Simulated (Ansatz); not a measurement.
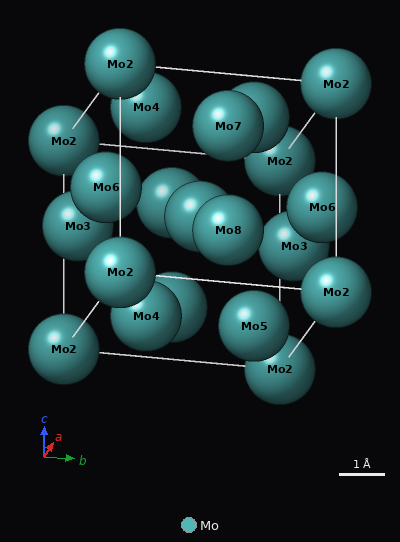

The structure as given in the input (spheres-only view of the cell of the calculation, seen at an oblique angle; atoms are numbered from 1 in the order of the input).

Geometry relaxation of Mo (part 1 of 2)

The run: geometry relaxation of Mo (Pm-3n, 8 atoms in the cell). Method and program: DFT PBEsol, scalar-relativistic, plane waves, PAW, no spin polarisation (Ansatz 0.2.0).

The structure was built on a prototype by a generator; it need not be a known phase. It belongs to a series of runs on one base structure; here: beta-tungsten (A15) type (Pm-3n, No. 223). Figures and captions count atoms from 1; the log counts them from 0 in places.

### The program's output
```
Engine: ansatz 0.2.0, x86_64-unknown-linux-gnu
Pseudopotentials: kind: paw
Pseudopotential: Mo, paw, valence charge 14, recommended cutoff 420 eV (normal), Mo.paw.azcp
Functional definition: PBEsol
  exchange = pbesol_x
  correlation = pbesol_c
Crystal: 8 atoms, lattice volume = 128.849 Å³
Basis set: ecut = 420 eV, 2517 PW (Γ), exchange–correlation on 72×72×72 points (8 copies of the dense FFT grid, shifted against one another)
Bands: 68, of which v1, the nominal top of the filled ones, is band 56 counted from 1 (55 counted from 0)
Symmetry: 48 space group operations
Space group: Pm-3n (ITA 223), of the structure as read, at distance tolerance 5.1e-5 Å
k-points: 10 of 64
Non-local potential: Mo, projectors of the file, l = 0: 3, l = 1: 2, l = 2: 2, l = 3: 1
PAW form: soft (Blöchl's): semilocal exchange-correlation on the pseudo side does not see the compensation charge
PAW frozen core: Mo, regenerated for the run's functional, and the local potential with it (the file was generated under x = pbe(κ = 0.804, μ = 0.2195149727645171), c = pbe(β = 0.06672455060314922))
PAW one-centre angular grid: Mo, 590 points (default); XC on 64 Gauss nodes
Initial density: superposition of atomic densities (neutral atoms: chi_scale 0, normalization atom), corrected by the library's trained network
Initial wavefunctions: pseudopotential atomic-orbital guess
Functional: x = pbesol(κ = 0.804, μ = 0.12345679012345678), c = pbesol(β = 0.046)
SCF iter   1: F=—  HF=-39178.870872 eV  |F-HF|=—  |Δ(HF+E_count)|=         —  Δρ=8.60e-3  dr2=1.33e-1  ethr=1.77e-3  ⟨swp⟩=4.4  Hψ=2214  notcnv=0
preconditioner: auto → Resta (q_TF=auto, 2.665 Å⁻¹)  ε∞=31.1  [insulator: Δε(μ)=0.104 eV  Ē_g=4.133 eV  σ=0.100 eV  W_gap=0.51  n_scr=32 (ndim 8)  ℏωp=22.7 eV  f_vac=0.000  D(μ)=4.21/eV (n_scr^D=26)  ε∞_Penn≈31.1]
SCF iter   2: F=—  HF=-39178.852857 eV  |F-HF|=—  |Δ(HF+E_count)|=   1.80e-2  Δρ=4.01e-3  dr2=2.30e-2  ethr=1.18e-4  ⟨swp⟩=1.1  Hψ=791  notcnv=0
SCF iter   3: F=—  HF=-39178.847713 eV  |F-HF|=—  |Δ(HF+E_count)|=   5.14e-3  Δρ=6.27e-4  dr2=2.62e-4  ethr=2.05e-5  ⟨swp⟩=2.0  Hψ=879  notcnv=0
SCF iter   4: F=—  HF=-39178.847679 eV  |F-HF|=—  |Δ(HF+E_count)|=   3.48e-5  Δρ=8.14e-5  dr2=7.73e-6  ethr=2.34e-7  ⟨swp⟩=2.0  Hψ=856  notcnv=0
SCF iter   5: F=—  HF=-39178.847680 eV  |F-HF|=—  |Δ(HF+E_count)|=   1.17e-6  Δρ=1.77e-5  dr2=4.16e-7  ethr=6.90e-9  ⟨swp⟩=2.0  Hψ=872  notcnv=0
SCF iter   6: F=-39178.847680 eV  HF=-39178.847680 eV  |F-HF|=3.49e-9  |Δ(HF+E_count)|=   3.66e-8  Δρ=3.38e-6  dr2=9.06e-9  ethr=8.93e-11  ⟨swp⟩=8.0  Hψ=2379  notcnv=0
SCF 1 converged in 6 iterations: F = -39178.847680 eV  dr2 = 9.06e-9
  greatest PAW one-centre occupation: 0.999 electrons in one spin orbital (limit 2), on the Mo atom at site 1 (counted from 0), in its partial waves of l = 0
relax step   1: F+E_penalty+E_count = -39178.84767979 eV  Δ(F+E_penalty+E_count) = +0.000e0 eV  max|allowed force component| = 1.525e-17 eV/Å  Δτ_max = 0.0000 Å  P = -8.564 GPa  Ω = 128.849 Å³  (6 SCF iters, dr2 threshold 1.00e-7 eV, accepted)
Crystal: 8 atoms, lattice volume = 114.548 Å³
Basis set: ecut = 420 eV, 2205 PW (Γ), exchange–correlation on 72×72×72 points (8 copies of the dense FFT grid, shifted against one another)
Initial density: handed on by an earlier stage of this run
Initial wavefunctions: those handed on with the density
iter 1 solved again at ethr=2.87e-5 eV; its pass at ethr=3.10e-3 eV (dr2=3.22e-2 eV) is discarded
SCF iter   1: F=—  HF=-39178.159875 eV  |F-HF|=—  |Δ(HF+E_count)|=         —  Δρ=7.30e-3  dr2=3.22e-2  ethr=2.87e-5  ⟨swp⟩=1.1  Hψ=3574  notcnv=0
preconditioner: auto → Kerker (q_TF=auto, 2.718 Å⁻¹)  [metal: Δε(μ)=0.047 eV  Ē_g=4.670 eV  σ=0.100 eV  W_gap=0.26  n_scr=32 (ndim 8)  ℏωp=24.0 eV  f_vac=0.000  D(μ)=6.72/eV (n_scr^D=80)]
SCF iter   2: F=—  HF=-39178.166103 eV  |F-HF|=—  |Δ(HF+E_count)|=   6.23e-3  Δρ=4.14e-3  dr2=8.70e-3  ethr=2.87e-5  ⟨swp⟩=1.0  Hψ=680  notcnv=0
SCF iter   3: F=—  HF=-39178.168504 eV  |F-HF|=—  |Δ(HF+E_count)|=   2.40e-3  Δρ=4.95e-4  dr2=1.45e-4  ethr=7.77e-6  ⟨swp⟩=1.4  Hψ=691  notcnv=0
SCF iter   4: F=—  HF=-39178.168482 eV  |F-HF|=—  |Δ(HF+E_count)|=   2.28e-5  Δρ=7.33e-5  dr2=4.48e-6  ethr=1.29e-7  ⟨swp⟩=2.5  Hψ=1175  notcnv=0
iter 5 did not close the SCF: its close was put off for the readings that it lacked (scf_convergence_deferred on its scf_iter line)
SCF iter   5: F=-39178.168481 eV  HF=-39178.168481 eV  |F-HF|=9.19e-8  |Δ(HF+E_count)|=   4.40e-7  Δρ=1.10e-5  dr2=1.40e-7  ethr=4.00e-9  ⟨swp⟩=2.0  Hψ=1144  notcnv=0
SCF iter   6: F=-39178.168481 eV  HF=-39178.168481 eV  |F-HF|=1.52e-9  |Δ(HF+E_count)|=   1.39e-8  Δρ=2.24e-6  dr2=3.92e-9  ethr=1.25e-10  ⟨swp⟩=2.7  Hψ=2195  notcnv=0
SCF 2 converged in 6 iterations: F = -39178.168481 eV  dr2 = 3.92e-9
relax step   2: F+E_penalty+E_count = -39178.16848125 eV  Δ(F+E_penalty+E_count) = +6.792e-1 eV  max|allowed force component| = 4.872e-17 eV/Å  Δτ_max = 0.0000 Å  P = +27.360 GPa  Ω = 114.548 Å³  energy of the carried Pulay correction = +2.468e-3 eV  (6 SCF iters, dr2 threshold 8.00e-7 eV, rejected (line search))
Crystal: 8 atoms, lattice volume = 125.126 Å³
Basis set: ecut = 420 eV, 2469 PW (Γ), exchange–correlation on 72×72×72 points (8 copies of the dense FFT grid, shifted against one another)
iter 1 solved again at ethr=2.11e-5 eV; its pass at ethr=3.10e-3 eV (dr2=2.36e-2 eV) is discarded
SCF iter   1: F=—  HF=-39178.958206 eV  |F-HF|=—  |Δ(HF+E_count)|=         —  Δρ=5.55e-3  dr2=2.27e-2  ethr=2.11e-5  ⟨swp⟩=1.5  Hψ=3499  notcnv=0
preconditioner: auto → Resta (q_TF=auto, 2.678 Å⁻¹)  ε∞=30.4  [insulator: Δε(μ)=0.099 eV  Ē_g=4.241 eV  σ=0.100 eV  W_gap=0.51  n_scr=32 (ndim 8)  ℏωp=23.0 eV  f_vac=0.000  D(μ)=5.05/eV (n_scr^D=32)  ε∞_Penn≈30.4]
SCF iter   2: F=—  HF=-39178.961955 eV  |F-HF|=—  |Δ(HF+E_count)|=   3.75e-3  Δρ=3.09e-3  dr2=5.60e-3  ethr=2.03e-5  ⟨swp⟩=1.2  Hψ=685  notcnv=0
SCF iter   3: F=—  HF=-39178.963550 eV  |F-HF|=—  |Δ(HF+E_count)|=   1.60e-3  Δρ=4.14e-4  dr2=1.07e-4  ethr=5.00e-6  ⟨swp⟩=1.6  Hψ=731  notcnv=0
SCF iter   4: F=—  HF=-39178.963572 eV  |F-HF|=—  |Δ(HF+E_count)|=   2.14e-5  Δρ=4.77e-5  dr2=1.77e-6  ethr=9.54e-8  ⟨swp⟩=2.6  Hψ=1190  notcnv=0
SCF iter   5: F=—  HF=-39178.963552 eV  |F-HF|=—  |Δ(HF+E_count)|=   1.94e-5  Δρ=5.66e-6  dr2=2.72e-8  ethr=1.58e-9  ⟨swp⟩=2.7  Hψ=1227  notcnv=0
SCF iter   6: F=-39178.963552 eV  HF=-39178.963552 eV  |F-HF|=6.98e-10  |Δ(HF+E_count)|=  4.80e-10  Δρ=1.40e-6  dr2=1.68e-9  ethr=4.57e-12  ⟨swp⟩=5.3  Hψ=2648  notcnv=0
SCF 3 converged in 6 iterations: F = -39178.963552 eV  dr2 = 1.68e-9
relax step   3: F+E_penalty+E_count = -39178.96355220 eV  Δ(F+E_penalty+E_count) = -1.159e-1 eV  max|allowed force component| = 2.808e-17 eV/Å  Δτ_max = 0.0000 Å  P = -1.162 GPa  Ω = 125.126 Å³  energy of the carried Pulay correction = +6.157e-4 eV  (6 SCF iters, accepted)
Crystal: 8 atoms, lattice volume = 124.561 Å³
iter 1 solved again at ethr=7.41e-8 eV; its pass at ethr=3.10e-3 eV (dr2=8.30e-5 eV) is discarded
SCF iter   1: F=—  HF=-39178.965593 eV  |F-HF|=—  |Δ(HF+E_count)|=         —  Δρ=2.89e-4  dr2=6.60e-5  ethr=7.41e-8  ⟨swp⟩=3.5  Hψ=3474  notcnv=0
preconditioner: auto → Resta (q_TF=auto, 2.680 Å⁻¹)  ε∞=30.3  [insulator: Δε(μ)=0.111 eV  Ē_g=4.262 eV  σ=0.100 eV  W_gap=0.57  n_scr=32 (ndim 8)  ℏωp=23.1 eV  f_vac=0.000  D(μ)=4.91/eV (n_scr^D=32)  ε∞_Penn≈30.3]
SCF iter   2: F=—  HF=-39178.965584 eV  |F-HF|=—  |Δ(HF+E_count)|=   8.69e-6  Δρ=1.64e-4  dr2=1.68e-5  ethr=5.89e-8  ⟨swp⟩=1.0  Hψ=680  notcnv=0
iter 3 did not close the SCF: its close was put off for the readings that it lacked (scf_convergence_deferred on its scf_iter line)
SCF iter   3: F=-39178.965587 eV  HF=-39178.965587 eV  |F-HF|=1.58e-8  |Δ(HF+E_count)|=   3.27e-6  Δρ=2.09e-5  dr2=2.80e-7  ethr=1.50e-8  ⟨swp⟩=1.5  Hψ=697  notcnv=0
iter 4 did not close the SCF: its close was put off for the readings that it lacked (scf_convergence_deferred on its scf_iter line)
SCF iter   4: F=-39178.965587 eV  HF=-39178.965587 eV  |F-HF|=1.03e-9  |Δ(HF+E_count)|=   3.32e-8  Δρ=2.53e-6  dr2=4.42e-9  ethr=2.50e-10  ⟨swp⟩=2.8  Hψ=1178  notcnv=0
iter 5 did not close the SCF: its close was put off for the readings that it lacked (scf_convergence_deferred on its scf_iter line)
SCF iter   5: F=-39178.965587 eV  HF=-39178.965587 eV  |F-HF|=5.82e-11  |Δ(HF+E_count)|=  1.02e-10  Δρ=4.12e-7  dr2=1.42e-10  ethr=3.95e-12  ⟨swp⟩=2.0  Hψ=1225  notcnv=0
SCF iter   6: F=-39178.965587 eV  HF=-39178.965587 eV  |F-HF|=0.00e0  |Δ(HF+E_count)|=  2.18e-11  Δρ=8.55e-8  dr2=5.53e-12  ethr=1.00e-12  ⟨swp⟩=1.0  Hψ=1400  notcnv=0
SCF 4 converged in 6 iterations: F = -39178.965587 eV  dr2 = 5.53e-12
relax step   4: F+E_penalty+E_count = -39178.96558718 eV  Δ(F+E_penalty+E_count) = -2.035e-3 eV  max|allowed force component| = 1.670e-17 eV/Å  Δτ_max = 0.0000 Å  P = +0.066 GPa  Ω = 124.561 Å³  energy of the carried Pulay correction = +7.107e-4 eV  (6 SCF iters, dr2 threshold 8.00e-7 eV, accepted)
Initial wavefunctions: pseudopotential atomic-orbital guess (no wavefunctions were taken with the density)
iter 1 solved again at ethr=2.25e-8 eV; its pass at ethr=3.10e-3 eV (dr2=2.52e-5 eV) is discarded
SCF iter   1: F=—  HF=-39178.964857 eV  |F-HF|=—  |Δ(HF+E_count)|=         —  Δρ=5.73e-5  dr2=5.54e-7  ethr=2.25e-8  ⟨swp⟩=3.6  Hψ=4111  notcnv=0
preconditioner: auto → Resta (q_TF=auto, 2.680 Å⁻¹)  ε∞=30.3  [insulator: Δε(μ)=0.111 eV  Ē_g=4.262 eV  σ=0.100 eV  W_gap=0.56  n_scr=32 (ndim 8)  ℏωp=23.1 eV  f_vac=0.000  D(μ)=4.92/eV (n_scr^D=32)  ε∞_Penn≈30.3]
SCF iter   2: F=—  HF=-39178.964841 eV  |F-HF|=—  |Δ(HF+E_count)|=   1.64e-5  Δρ=3.03e-5  dr2=1.49e-7  ethr=4.94e-10  ⟨swp⟩=1.7  Hψ=780  notcnv=0
iter 3 did not close the SCF: its close was put off for the readings that it lacked (scf_convergence_deferred on its scf_iter line)
SCF iter   3: F=-39178.964841 eV  HF=-39178.964841 eV  |F-HF|=1.46e-11  |Δ(HF+E_count)|=   4.88e-8  Δρ=1.14e-6  dr2=5.40e-10  ethr=1.33e-10  ⟨swp⟩=3.0  Hψ=1241  notcnv=0
iter 4 did not close the SCF: its close was put off for the readings that it lacked (scf_convergence_deferred on its scf_iter line)
SCF iter   4: F=-39178.964841 eV  HF=-39178.964841 eV  |F-HF|=0.00e0  |Δ(HF+E_count)|=  7.28e-11  Δρ=2.21e-7  dr2=2.66e-11  ethr=1.00e-12  ⟨swp⟩=2.4  Hψ=1169  notcnv=0
iter 5 did not close the SCF: its close was put off for the readings that it lacked (scf_convergence_deferred on its scf_iter line)
SCF iter   5: F=-39178.964841 eV  HF=-39178.964841 eV  |F-HF|=7.28e-12  |Δ(HF+E_count)|=  7.28e-12  Δρ=4.54e-8  dr2=1.24e-12  ethr=1.00e-12  ⟨swp⟩=1.0  Hψ=680  notcnv=0
iter 6 did not close the SCF: its close was put off for the readings that it lacked (scf_convergence_deferred on its scf_iter line)
SCF iter   6: F=-39178.964841 eV  HF=-39178.964841 eV  |F-HF|=7.28e-12  |Δ(HF+E_count)|=  7.28e-12  Δρ=6.50e-9  dr2=6.29e-14  ethr=1.00e-12  ⟨swp⟩=1.0  Hψ=680  notcnv=0
SCF iter   7: F=-39178.964841 eV  HF=-39178.964841 eV  |F-HF|=0.00e0  |Δ(HF+E_count)|=    0.00e0  Δρ=1.08e-9  dr2=1.02e-15  ethr=1.00e-12  ⟨swp⟩=1.2  Hψ=1414  notcnv=0
SCF 5 converged in 7 iterations: F = -39178.964841 eV  dr2 = 1.02e-15
relax step   5: F+E_penalty+E_count = -39178.96484100 eV  Δ(F+E_penalty+E_count) = +7.462e-4 eV  max|allowed force component| = 1.847e-17 eV/Å  Δτ_max = 0.0000 Å  P = +0.069 GPa  Ω = 124.561 Å³  stress off target by 6.93e-2 GPa  SCF on the basis re-selected at this cell (its energy is not comparable with the rows above)  (7 SCF iters)
```

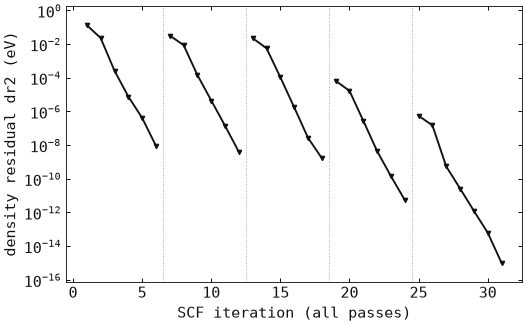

Convergence of the self-consistent field: density residual dr2 against the SCF iteration. The dotted lines part the SCF passes of the relaxation: geometry steps, rejected trials and re-solves on a re-selected basis. The 5 passes take 6 to 7 iterations each, 31 in all.

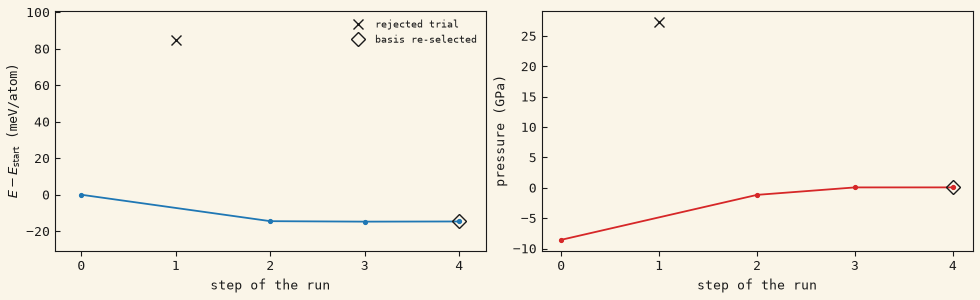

Progress of the relaxation, step by step (the first geometry is step 0 here and step 1 in the log).
